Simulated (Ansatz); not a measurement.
# C₂₄Cl: single-point calculation (part 2 of 4)

Continued. System: C₂₄Cl (slab, 25 atoms in the cell). Method: DFT PBE+D3(BJ), scalar-relativistic, plane waves, PAW, PAW set soft_1, spin-polarised (Ansatz 0.2.0); cutoff 420 eV, 6×4×1 k-mesh, Gaussian smearing of 0.05 eV, collinear spins. The structure derives from an entry of the Crystallography Open Database.

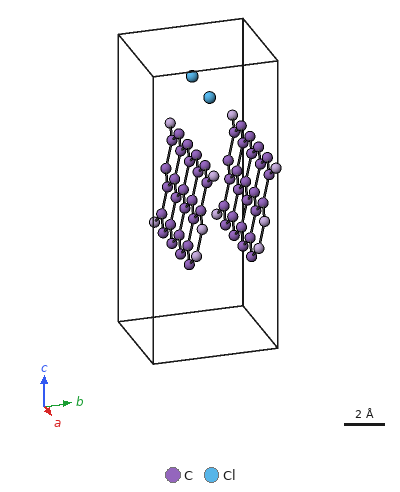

Fig. 1: The structure (ball-and-stick view of the 2 × 1 repeat of the cell, with the vacuum cut short, seen slightly off an axis; neighbours outside the cell are drawn fainter). An atom can appear more than once, as a periodic image.

The program's output, continued
```
SCF iter   1: F=—  HF=-7090.395585 eV  |F-HF|=—  |Δ(HF+E_count)|=         —  Δρ=4.00e-2 (↑3.53e-2 ↓4.00e-2)  dr2=8.71e1  dr2_m=5.04e-1  M=2.264 μB ∫|m|=2.829 μB  β_m=1.00  ethr=3.10e-3  p=0.000 e·Å  D=4.76e-8 V/Å  ΔV_dip=-0.00 eV  dr2_dipole=2.61e1  V_vac-E_F(+/−)=8.57/8.57 eV  ⟨swp⟩=7.4  Hψ=10581  notcnv=0  defer=256
efield: sawtooth ramp at fractional position 0.8383 (placed from the atoms, in the widest stretch of the axis that holds none; the zero of the levels goes with the place), width 0.0400; the density the first Hamiltonian is built on has a dipole p = 0.000 e·Å; the dipole correction subtracts the counter field D = 4.76e-8 V/Å, which shifts the + side's vacuum level by -0.00 eV against the − side's; the planar-averaged density in the ramp window peaks in size at 2.7e-7 e/Å³
preconditioner: auto → LDOS  [metal: Δε(μ)=0.014 eV  Ē_g=13.777 eV  σ=0.050 eV  W_gap=0.15  n_scr=112 (ndim 8)  ℏωp=13.7 eV  f_vac=0.583  D(μ)=14.91/eV (n_scr^D=80)]
spin=Collinear: LDOS preconditioning applied to the charge; magnetization (m = ρ↑ − ρ↓) channel mixes plain (no charge-response kernel on spin).
SCF iter   2: F=—  HF=-7083.268044 eV  |F-HF|=—  |Δ(HF+E_count)|=    7.13e0  Δρ=2.65e-2 (↑2.58e-2 ↓2.65e-2)  dr2=5.36e1  dr2_m=6.73e-2  M=2.464 μB ∫|m|=3.638 μB  β_m=1.00  ethr=3.10e-3  p=0.066 e·Å  D=1.58e-2 V/Å  ΔV_dip=-0.35 eV  dr2_dipole=1.63e1  V_vac-E_F(+/−)=7.97/8.32 eV  ⟨swp⟩=2.1  Hψ=4128  notcnv=0  defer=504  κ⁻¹=1.0e0(r=1)
SCF iter   3: F=—  HF=-7079.353377 eV  |F-HF|=—  |Δ(HF+E_count)|=    3.91e0  Δρ=2.69e-2 (↑1.41e-2 ↓2.69e-2)  dr2=3.14e1  dr2_m=1.81e0  M=0.409 μB ∫|m|=2.543 μB  β_m=0.30  ethr=3.10e-3  p=0.324 e·Å  D=7.80e-2 V/Å  ΔV_dip=-1.73 eV  dr2_dipole=1.46e1  V_vac-E_F(+/−)=6.04/7.77 eV  ⟨swp⟩=3.0  Hψ=3863  notcnv=0  defer=504  κ⁻¹=1.0e-2(r=2)
SCF iter   4: F=—  HF=-7079.573004 eV  |F-HF|=—  |Δ(HF+E_count)|=   2.20e-1  Δρ=2.17e-2 (↑9.67e-3 ↓2.17e-2)  dr2=1.68e1  dr2_m=1.20e0  M=0.768 μB ∫|m|=3.375 μB  β_m=0.30  ethr=3.10e-3  p=0.260 e·Å  D=6.24e-2 V/Å  ΔV_dip=-1.39 eV  dr2_dipole=8.38e0  V_vac-E_F(+/−)=6.48/7.87 eV  ⟨swp⟩=2.8  Hψ=3994  notcnv=0  defer=516  κ⁻¹=4.1e-3(r=3)
SCF iter   5: F=—  HF=-7079.837555 eV  |F-HF|=—  |Δ(HF+E_count)|=   2.65e-1  Δρ=1.83e-2 (↑9.53e-3 ↓1.83e-2)  dr2=1.32e1  dr2_m=8.49e-1  M=0.804 μB ∫|m|=4.145 μB  β_m=0.30  ethr=3.10e-3  p=0.201 e·Å  D=4.84e-2 V/Å  ΔV_dip=-1.08 eV  dr2_dipole=6.40e0  V_vac-E_F(+/−)=6.71/7.79 eV  ⟨swp⟩=1.0  Hψ=2002  notcnv=0  defer=516  κ⁻¹=4.2e-4(r=4)
SCF iter   6: F=—  HF=-7078.980507 eV  |F-HF|=—  |Δ(HF+E_count)|=   8.57e-1  Δρ=1.13e-2 (↑9.35e-3 ↓1.13e-2)  dr2=3.25e0  dr2_m=4.12e-1  M=1.595 μB ∫|m|=4.646 μB  β_m=0.30  ethr=3.10e-3  p=-0.046 e·Å  D=-1.11e-2 V/Å  ΔV_dip=0.25 eV  dr2_dipole=3.50e-1  V_vac-E_F(+/−)=7.67/7.42 eV  ⟨swp⟩=2.0  Hψ=2362  notcnv=0  defer=516  κ⁻¹=2.3e-4(r=5)
SCF iter   7: F=—  HF=-7079.208677 eV  |F-HF|=—  |Δ(HF+E_count)|=   2.28e-1  Δρ=1.48e-2 (↑8.01e-3 ↓1.48e-2)  dr2=1.18e1  dr2_m=3.35e-1  M=2.066 μB ∫|m|=5.682 μB  β_m=1.00  ethr=3.10e-3  p=-0.127 e·Å  D=-3.06e-2 V/Å  ΔV_dip=0.68 eV  dr2_dipole=2.26e0  V_vac-E_F(+/−)=7.83/7.15 eV  ⟨swp⟩=1.0  Hψ=2492  notcnv=0  defer=516  κ⁻¹=1.4e-4(r=6)
SCF iter   8: F=—  HF=-7079.618135 eV  |F-HF|=—  |Δ(HF+E_count)|=   4.09e-1  Δρ=1.49e-2 (↑8.51e-3 ↓1.49e-2)  dr2=1.71e1  dr2_m=1.83e-1  M=2.022 μB ∫|m|=6.902 μB  β_m=1.00  ethr=3.10e-3  p=-0.129 e·Å  D=-3.11e-2 V/Å  ΔV_dip=0.69 eV  dr2_dipole=4.93e0  V_vac-E_F(+/−)=7.69/7.00 eV  ⟨swp⟩=2.0  Hψ=1759  notcnv=0  defer=516  κ⁻¹=1.1e-4(r=7)
SCF iter   9: F=—  HF=-7079.280549 eV  |F-HF|=—  |Δ(HF+E_count)|=   3.38e-1  Δρ=9.90e-3 (↑9.90e-3 ↓7.43e-3)  dr2=6.11e0  dr2_m=1.28e-1  M=1.587 μB ∫|m|=7.191 μB  β_m=0.30  ethr=3.10e-3  p=-0.051 e·Å  D=-1.23e-2 V/Å  ΔV_dip=0.27 eV  dr2_dipole=1.48e0  V_vac-E_F(+/−)=7.34/7.07 eV  ⟨swp⟩=2.1  Hψ=2531  notcnv=0  defer=508  κ⁻¹=1.0e-4(r=8)
SCF iter  10: F=—  HF=-7079.428473 eV  |F-HF|=—  |Δ(HF+E_count)|=   1.48e-1  Δρ=1.51e-2 (↑8.52e-3 ↓1.51e-2)  dr2=7.83e0  dr2_m=7.59e-1  M=0.431 μB ∫|m|=6.744 μB  β_m=0.30  ethr=3.10e-3  p=-0.006 e·Å  D=-1.41e-3 V/Å  ΔV_dip=0.03 eV  dr2_dipole=4.09e0  V_vac-E_F(+/−)=7.23/7.20 eV  ⟨swp⟩=1.0  Hψ=2103  notcnv=0  defer=504  κ⁻¹=8.7e-5(r=8)
SCF iter  11: F=—  HF=-7080.577862 eV  |F-HF|=—  |Δ(HF+E_count)|=    1.15e0  Δρ=2.17e-2 (↑9.99e-3 ↓2.17e-2)  dr2=4.73e1  dr2_m=4.61e-1  M=2.714 μB ∫|m|=8.604 μB  β_m=1.00  ethr=3.10e-3  p=-0.293 e·Å  D=-7.04e-2 V/Å  ΔV_dip=1.57 eV  dr2_dipole=1.82e1  V_vac-E_F(+/−)=7.97/6.40 eV  ⟨swp⟩=2.0  Hψ=2285  notcnv=0  defer=504  κ⁻¹=1.2e-4(r=8)
SCF iter  12: F=—  HF=-7080.634228 eV  |F-HF|=—  |Δ(HF+E_count)|=   5.64e-2  Δρ=1.78e-2 (↑1.33e-2 ↓1.78e-2)  dr2=5.34e1  dr2_m=9.32e-2  M=3.091 μB ∫|m|=9.306 μB  β_m=1.00  ethr=3.10e-3  p=-0.299 e·Å  D=-7.20e-2 V/Å  ΔV_dip=1.60 eV  dr2_dipole=2.15e1  V_vac-E_F(+/−)=7.66/6.06 eV  ⟨swp⟩=2.0  Hψ=2366  notcnv=0  defer=504  κ⁻¹=1.4e-4(r=8)
SCF iter  13: F=—  HF=-7078.570623 eV  |F-HF|=—  |Δ(HF+E_count)|=    2.06e0  Δρ=1.24e-2 (↑1.24e-2 ↓1.01e-2)  dr2=6.15e0  dr2_m=5.29e-1  M=1.504 μB ∫|m|=7.992 μB  β_m=0.30  ethr=3.10e-3  p=-0.137 e·Å  D=-3.29e-2 V/Å  ΔV_dip=0.73 eV  dr2_dipole=2.74e0  V_vac-E_F(+/−)=6.93/6.20 eV  ⟨swp⟩=2.1  Hψ=2658  notcnv=0  defer=483  κ⁻¹=3.3e-4(r=8)
SCF iter  14: F=—  HF=-7078.961761 eV  |F-HF|=—  |Δ(HF+E_count)|=   3.91e-1  Δρ=1.65e-2 (↑1.04e-2 ↓1.65e-2)  dr2=5.34e0  dr2_m=1.12e0  M=0.210 μB ∫|m|=7.301 μB  β_m=0.30  ethr=3.10e-3  p=-0.113 e·Å  D=-2.71e-2 V/Å  ΔV_dip=0.60 eV  dr2_dipole=2.46e0  V_vac-E_F(+/−)=6.98/6.38 eV  ⟨swp⟩=1.1  Hψ=2192  notcnv=0  defer=478  κ⁻¹=1.3e-4(r=8)
SCF iter  15: F=—  HF=-7079.631604 eV  |F-HF|=—  |Δ(HF+E_count)|=   6.70e-1  Δρ=1.59e-2 (↑8.19e-3 ↓1.59e-2)  dr2=9.12e0  dr2_m=8.11e-1  M=-0.051 μB ∫|m|=7.629 μB  β_m=0.30  ethr=3.10e-3  p=-0.115 e·Å  D=-2.76e-2 V/Å  ΔV_dip=0.61 eV  dr2_dipole=4.21e0  V_vac-E_F(+/−)=7.02/6.41 eV  ⟨swp⟩=1.0  Hψ=1956  notcnv=0  defer=478  κ⁻¹=3.2e-5(r=8)
SCF iter  16: F=—  HF=-7080.233194 eV  |F-HF|=—  |Δ(HF+E_count)|=   6.02e-1  Δρ=1.44e-2 (↑8.35e-3 ↓1.44e-2)  dr2=8.79e0  dr2_m=6.74e-1  M=-0.008 μB ∫|m|=8.272 μB  β_m=0.30  ethr=3.10e-3  p=-0.099 e·Å  D=-2.37e-2 V/Å  ΔV_dip=0.53 eV  dr2_dipole=3.88e0  V_vac-E_F(+/−)=6.84/6.32 eV  ⟨swp⟩=1.0  Hψ=2188  notcnv=0  defer=478
Mixer restart at iter 16: flushing history
spin-set hold released at iteration 16 (site moments' squared step at or under half its running peak, from the soft ceiling on): the magnetisation degrees of freedom join the quasi-Newton model from the next iteration; the mixer history was flushed
SCF iter  17: F=—  HF=-7079.769818 eV  |F-HF|=—  |Δ(HF+E_count)|=   4.63e-1  Δρ=1.01e-2 (↑3.89e-3 ↓1.01e-2)  dr2=5.72e0  dr2_m=1.25e-1  M=1.311 μB ∫|m|=8.651 μB  β_m=0.25  ethr=3.10e-3  p=-0.328 e·Å  D=-7.89e-2 V/Å  ΔV_dip=1.75 eV  dr2_dipole=2.21e0  V_vac-E_F(+/−)=7.69/5.94 eV  ⟨swp⟩=2.0  Hψ=2145  notcnv=0  defer=478
density mixer auto → msr1: a metal under ldos (density of states about μ 1.04 of a free-electron gas's, 112 screened modes)
SCF iter  18: F=—  HF=-7079.895067 eV  |F-HF|=—  |Δ(HF+E_count)|=   1.25e-1  Δρ=1.24e-2 (↑8.15e-3 ↓1.24e-2)  dr2=6.97e0  dr2_m=5.43e-1  M=0.001 μB ∫|m|=8.562 μB  β_m=0.14  ethr=3.10e-3  p=-0.240 e·Å  D=-5.76e-2 V/Å  ΔV_dip=1.28 eV  dr2_dipole=3.15e0  V_vac-E_F(+/−)=7.44/6.16 eV  ⟨swp⟩=1.0  Hψ=2496  notcnv=0  defer=476
SCF iter  19: F=—  HF=-7079.798102 eV  |F-HF|=—  |Δ(HF+E_count)|=   9.70e-2  Δρ=8.42e-3 (↑6.44e-3 ↓8.42e-3)  dr2=2.64e0  dr2_m=2.98e-1  M=0.208 μB ∫|m|=8.525 μB  β_m=0.39  ethr=3.10e-3  p=-0.301 e·Å  D=-7.25e-2 V/Å  ΔV_dip=1.61 eV  dr2_dipole=1.21e0  V_vac-E_F(+/−)=7.59/5.98 eV  ⟨swp⟩=1.0  Hψ=1929  notcnv=0  defer=477
SCF iter  20: F=—  HF=-7080.436345 eV  |F-HF|=—  |Δ(HF+E_count)|=   6.38e-1  Δρ=2.08e-2 (↑6.71e-3 ↓2.08e-2)  dr2=3.27e1  dr2_m=5.75e-1  M=2.310 μB ∫|m|=9.552 μB  β_m=0.49  ethr=2.57e-3  p=-0.438 e·Å  D=-1.05e-1 V/Å  ΔV_dip=2.34 eV  dr2_dipole=1.17e1  V_vac-E_F(+/−)=7.87/5.52 eV  ⟨swp⟩=1.9  Hψ=2360  notcnv=0  defer=470  recentre
SCF iter  21: F=—  HF=-7080.656092 eV  |F-HF|=—  |Δ(HF+E_count)|=   2.20e-1  Δρ=1.26e-2 (↑5.88e-3 ↓1.26e-2)  dr2=7.32e0  dr2_m=3.75e-1  M=0.000 μB ∫|m|=8.718 μB  β_m=0.16  ethr=2.57e-3  p=-0.190 e·Å  D=-4.58e-2 V/Å  ΔV_dip=1.02 eV  dr2_dipole=2.69e0  V_vac-E_F(+/−)=6.91/5.89 eV  ⟨swp⟩=2.0  Hψ=3094  notcnv=0  defer=478
SCF iter  22: F=—  HF=-7080.352520 eV  |F-HF|=—  |Δ(HF+E_count)|=   3.04e-1  Δρ=1.10e-2 (↑4.37e-3 ↓1.10e-2)  dr2=6.20e0  dr2_m=2.51e-1  M=0.000 μB ∫|m|=8.779 μB  β_m=0.33  ethr=2.57e-3  p=-0.283 e·Å  D=-6.80e-2 V/Å  ΔV_dip=1.51 eV  dr2_dipole=2.41e0  V_vac-E_F(+/−)=7.30/5.79 eV  ⟨swp⟩=1.8  Hψ=2456  notcnv=0  defer=488
SCF iter  23: F=—  HF=-7081.288678 eV  |F-HF|=—  |Δ(HF+E_count)|=   9.36e-1  Δρ=3.01e-2 (↑1.92e-2 ↓3.01e-2)  dr2=1.39e2  dr2_m=6.04e-1  M=1.078 μB ∫|m|=8.387 μB  β_m=0.39  ethr=2.57e-3  p=-0.577 e·Å  D=-1.39e-1 V/Å  ΔV_dip=3.08 eV  dr2_dipole=6.07e1  V_vac-E_F(+/−)=8.14/5.06 eV  ⟨swp⟩=2.4  Hψ=2402  notcnv=0  defer=488  recentre
SCF iter  24: F=—  HF=-7080.453843 eV  |F-HF|=—  |Δ(HF+E_count)|=   8.35e-1  Δρ=2.59e-2 (↑7.39e-3 ↓2.59e-2)  dr2=5.09e1  dr2_m=1.07e0  M=2.484 μB ∫|m|=9.880 μB  β_m=0.43  ethr=2.57e-3  p=-0.508 e·Å  D=-1.22e-1 V/Å  ΔV_dip=2.72 eV  dr2_dipole=2.09e1  V_vac-E_F(+/−)=7.98/5.27 eV  ⟨swp⟩=1.2  Hψ=2499  notcnv=0  defer=485
SCF iter  25: F=—  HF=-7080.088588 eV  |F-HF|=—  |Δ(HF+E_count)|=   3.65e-1  Δρ=9.57e-3 (↑3.11e-3 ↓9.57e-3)  dr2=5.00e0  dr2_m=1.87e-1  M=0.000 μB ∫|m|=8.798 μB  β_m=0.36  ethr=2.57e-3  p=-0.367 e·Å  D=-8.84e-2 V/Å  ΔV_dip=1.96 eV  dr2_dipole=2.01e0  V_vac-E_F(+/−)=7.60/5.64 eV  ⟨swp⟩=1.5  Hψ=1858  notcnv=0  defer=485
SCF iter  26: F=—  HF=-7079.951517 eV  |F-HF|=—  |Δ(HF+E_count)|=   1.37e-1  Δρ=6.63e-3 (↑2.61e-3 ↓6.63e-3)  dr2=2.45e0  dr2_m=1.01e-1  M=0.032 μB ∫|m|=8.815 μB  β_m=0.39  ethr=2.57e-3  p=-0.418 e·Å  D=-1.01e-1 V/Å  ΔV_dip=2.24 eV  dr2_dipole=1.09e0  V_vac-E_F(+/−)=7.73/5.49 eV  ⟨swp⟩=1.0  Hψ=2492  notcnv=0  defer=485
SCF iter  27: F=—  HF=-7079.987603 eV  |F-HF|=—  |Δ(HF+E_count)|=   3.61e-2  Δρ=7.32e-3 (↑1.91e-3 ↓7.32e-3)  dr2=3.13e0  dr2_m=9.92e-2  M=0.016 μB ∫|m|=8.744 μB  β_m=0.69  ethr=2.38e-3  p=-0.430 e·Å  D=-1.03e-1 V/Å  ΔV_dip=2.30 eV  dr2_dipole=1.21e0  V_vac-E_F(+/−)=7.70/5.40 eV  ⟨swp⟩=1.0  Hψ=1643  notcnv=0  defer=485
SCF iter  28: F=—  HF=-7079.992121 eV  |F-HF|=—  |Δ(HF+E_count)|=   4.52e-3  Δρ=1.24e-2 (↑3.61e-3 ↓1.24e-2)  dr2=1.09e1  dr2_m=2.53e-1  M=1.303 μB ∫|m|=9.281 μB  β_m=0.53  ethr=2.38e-3  p=-0.484 e·Å  D=-1.16e-1 V/Å  ΔV_dip=2.59 eV  dr2_dipole=4.88e0  V_vac-E_F(+/−)=7.87/5.29 eV  ⟨swp⟩=1.0  Hψ=2005  notcnv=0  defer=485  recentre
SCF iter  29: F=—  HF=-7079.950920 eV  |F-HF|=—  |Δ(HF+E_count)|=   4.12e-2  Δρ=5.76e-3 (↑2.30e-3 ↓5.76e-3)  dr2=1.98e0  dr2_m=7.31e-2  M=0.014 μB ∫|m|=8.824 μB  β_m=0.40  ethr=2.38e-3  p=-0.428 e·Å  D=-1.03e-1 V/Å  ΔV_dip=2.29 eV  dr2_dipole=8.70e-1  V_vac-E_F(+/−)=7.75/5.46 eV  ⟨swp⟩=1.0  Hψ=2138  notcnv=0  defer=485
SCF iter  30: F=—  HF=-7079.929607 eV  |F-HF|=—  |Δ(HF+E_count)|=   2.13e-2  Δρ=3.56e-3 (↑1.17e-3 ↓3.56e-3)  dr2=1.11e-1  dr2_m=2.71e-2  M=0.198 μB ∫|m|=8.924 μB  β_m=0.48  ethr=1.93e-3  p=-0.457 e·Å  D=-1.10e-1 V/Å  ΔV_dip=2.44 eV  dr2_dipole=6.28e-3  V_vac-E_F(+/−)=7.81/5.37 eV  ⟨swp⟩=1.0  Hψ=2021  notcnv=0  defer=485
SCF iter  31: F=—  HF=-7079.934233 eV  |F-HF|=—  |Δ(HF+E_count)|=   4.63e-3  Δρ=4.22e-3 (↑1.05e-3 ↓4.22e-3)  dr2=2.19e-1  dr2_m=3.46e-2  M=0.224 μB ∫|m|=8.955 μB  β_m=0.48  ethr=1.08e-4  p=-0.467 e·Å  D=-1.12e-1 V/Å  ΔV_dip=2.50 eV  dr2_dipole=3.84e-2  V_vac-E_F(+/−)=7.83/5.33 eV  ⟨swp⟩=1.4  Hψ=2024  notcnv=0  defer=486
SCF iter  32: F=—  HF=-7079.934891 eV  |F-HF|=—  |Δ(HF+E_count)|=   6.58e-4  Δρ=3.36e-3 (↑1.13e-3 ↓3.36e-3)  dr2=1.04e-1  dr2_m=2.40e-2  M=0.150 μB ∫|m|=8.913 μB  β_m=0.44  ethr=1.08e-4  p=-0.460 e·Å  D=-1.11e-1 V/Å  ΔV_dip=2.46 eV  dr2_dipole=6.97e-4  V_vac-E_F(+/−)=7.81/5.35 eV  ⟨swp⟩=1.1  Hψ=1725  notcnv=0  defer=486
SCF iter  33: F=—  HF=-7079.944369 eV  |F-HF|=—  |Δ(HF+E_count)|=   9.48e-3  Δρ=3.47e-3 (↑1.30e-3 ↓3.47e-3)  dr2=1.55e-1  dr2_m=2.40e-2  M=0.057 μB ∫|m|=8.887 μB  β_m=0.41  ethr=1.01e-4  p=-0.448 e·Å  D=-1.08e-1 V/Å  ΔV_dip=2.40 eV  dr2_dipole=8.31e-3  V_vac-E_F(+/−)=7.79/5.39 eV  ⟨swp⟩=1.6  Hψ=1775  notcnv=0  defer=486
SCF iter  34: F=—  HF=-7079.951854 eV  |F-HF|=—  |Δ(HF+E_count)|=   7.49e-3  Δρ=2.29e-3 (↑1.84e-3 ↓2.29e-3)  dr2=1.25e-1  dr2_m=1.27e-2  M=0.001 μB ∫|m|=8.882 μB  β_m=0.88  ethr=1.01e-4  p=-0.421 e·Å  D=-1.01e-1 V/Å  ΔV_dip=2.25 eV  dr2_dipole=7.97e-3  V_vac-E_F(+/−)=7.76/5.51 eV  ⟨swp⟩=2.0  Hψ=1981  notcnv=0  defer=486
SCF iter  35: F=—  HF=-7079.949126 eV  |F-HF|=—  |Δ(HF+E_count)|=   2.73e-3  Δρ=1.65e-3 (↑1.20e-3 ↓1.65e-3)  dr2=5.39e-2  dr2_m=7.26e-3  M=0.015 μB ∫|m|=8.954 μB  β_m=0.41  ethr=1.01e-4  p=-0.421 e·Å  D=-1.01e-1 V/Å  ΔV_dip=2.25 eV  dr2_dipole=9.22e-3  V_vac-E_F(+/−)=7.73/5.48 eV  ⟨swp⟩=2.0  Hψ=2754  notcnv=0  defer=489
SCF iter  36: F=—  HF=-7079.952248 eV  |F-HF|=—  |Δ(HF+E_count)|=   3.12e-3  Δρ=1.76e-3 (↑6.16e-4 ↓1.76e-3)  dr2=5.18e-2  dr2_m=6.10e-3  M=0.021 μB ∫|m|=9.062 μB  β_m=0.59  ethr=5.24e-5  p=-0.425 e·Å  D=-1.02e-1 V/Å  ΔV_dip=2.27 eV  dr2_dipole=7.40e-3  V_vac-E_F(+/−)=7.70/5.43 eV  ⟨swp⟩=2.0  Hψ=2558  notcnv=0  defer=489
SCF iter  37: F=—  HF=-7079.955893 eV  |F-HF|=—  |Δ(HF+E_count)|=   3.65e-3  Δρ=6.73e-4 (↑4.53e-4 ↓6.73e-4)  dr2=1.37e-2  dr2_m=6.10e-4  M=0.000 μB ∫|m|=9.179 μB  β_m=0.72  ethr=5.03e-5  p=-0.418 e·Å  D=-1.01e-1 V/Å  ΔV_dip=2.24 eV  dr2_dipole=1.40e-7  V_vac-E_F(+/−)=7.65/5.41 eV  ⟨swp⟩=2.0  Hψ=2984  notcnv=0  defer=489
SCF iter  38: F=—  HF=-7079.954286 eV  |F-HF|=—  |Δ(HF+E_count)|=   1.61e-3  Δρ=1.32e-3 (↑4.15e-4 ↓1.32e-3)  dr2=2.63e-2  dr2_m=3.81e-3  M=0.000 μB ∫|m|=9.215 μB  β_m=0.86  ethr=1.33e-5  p=-0.411 e·Å  D=-9.89e-2 V/Å  ΔV_dip=2.20 eV  dr2_dipole=7.55e-3  V_vac-E_F(+/−)=7.62/5.42 eV  ⟨swp⟩=2.1  Hψ=3287  notcnv=0  defer=494  recentre
SCF iter  39: F=—  HF=-7079.955573 eV  |F-HF|=—  |Δ(HF+E_count)|=   1.29e-3  Δρ=5.25e-4 (↑2.48e-4 ↓5.25e-4)  dr2=1.43e-2  dr2_m=4.68e-4  M=0.001 μB ∫|m|=9.160 μB  β_m=0.87  ethr=1.33e-5  p=-0.428 e·Å  D=-1.03e-1 V/Å  ΔV_dip=2.29 eV  dr2_dipole=6.11e-3  V_vac-E_F(+/−)=7.66/5.37 eV  ⟨swp⟩=2.1  Hψ=2732  notcnv=0  defer=494
SCF iter  40: F=—  HF=-7079.955738 eV  |F-HF|=—  |Δ(HF+E_count)|=   1.65e-4  Δρ=3.79e-4 (↑1.53e-4 ↓3.79e-4)  dr2=4.01e-3  dr2_m=2.70e-4  M=0.000 μB ∫|m|=9.168 μB  β_m=0.94  ethr=1.33e-5  p=-0.427 e·Å  D=-1.03e-1 V/Å  ΔV_dip=2.29 eV  dr2_dipole=7.26e-4  V_vac-E_F(+/−)=7.66/5.37 eV  ⟨swp⟩=1.0  Hψ=1791  notcnv=0  defer=494
SCF iter  41: F=—  HF=-7079.955830 eV  |F-HF|=—  |Δ(HF+E_count)|=   9.16e-5  Δρ=4.98e-4 (↑1.16e-4 ↓4.98e-4)  dr2=5.76e-3  dr2_m=4.78e-4  M=0.000 μB ∫|m|=9.179 μB  β_m=0.97  ethr=3.90e-6  p=-0.425 e·Å  D=-1.02e-1 V/Å  ΔV_dip=2.27 eV  dr2_dipole=1.80e-3  V_vac-E_F(+/−)=7.65/5.38 eV  ⟨swp⟩=1.9  Hψ=2212  notcnv=0  defer=494
```
